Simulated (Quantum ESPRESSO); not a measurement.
System: CaB₂, space group P6/mmm (No. 191).

The given structure:
```
Ca B
1.0
     3.22643    0.00000    0.00000
    -1.61322    2.79417    0.00000
     0.00000    0.00000    4.06739
Ca B
1 2
Direct
  0.00000 0.00000 0.00000
  0.66667 0.33333 0.50000
  0.33333 0.66667 0.50000
```

Computed with Quantum ESPRESSO 7.5: plane-wave DFT, no spin polarisation; energies at scaled volumes of the given cell, shape and fractions fixed, counted from the fit's minimum, third-order Birch-Murnaghan fit. Level: PBE.

k mesh 9×9×7; occupations Fermi–Dirac; smearing width 0.05 eV; potentials SSSP 1.3 efficiency PBE; wave cutoff 748.3 eV; density cutoff 5987 eV.

What does the calculation give for the energy and pressure against volume? The volume takes the values 11.49, 11.73, 11.98, 12.22, 12.47, 12.71, 12.96 Å³/atom.

A third-order Birch–Murnaghan fit gives V0 = 12.18 Å³/atom, B0 = 121 GPa and B′ = 3.7. The energy is 16.05 meV/atom at volume 11.49 Å³/atom and 17.11 meV/atom at 12.96 Å³/atom; the lowest computed point is at volume 12.22 Å³/atom (0.07 meV/atom). The pressure falls from 7.75 GPa at volume 11.49 Å³/atom to −6.76 GPa at 12.96 Å³/atom, and changes sign near 12.17 Å³/atom.

| volume (Å³/atom) | energy (meV/atom) | pressure (GPa) |
| --- | --- | --- |
| 11.49 | 16.05 | 7.75 |
| 11.73 | 6.45 | 4.73 |
| 11.98 | 1.25 | 1.98 |
| 12.22 | 0.07 | −0.52 |
| 12.47 | 2.53 | −2.80 |
| 12.71 | 8.31 | −4.88 |
| 12.96 | 17.11 | −6.76 |

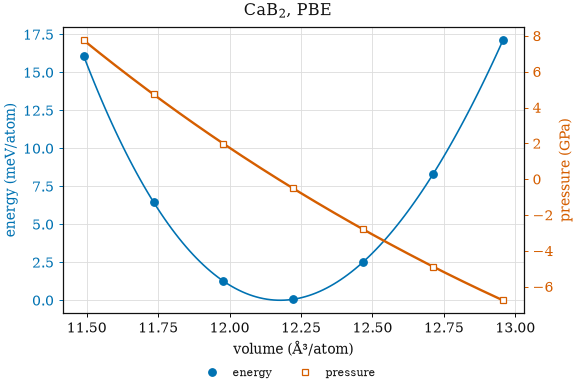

Note: shape and atomic fractions are frozen while scaling, which makes layered, chain and framework solids too stiff.
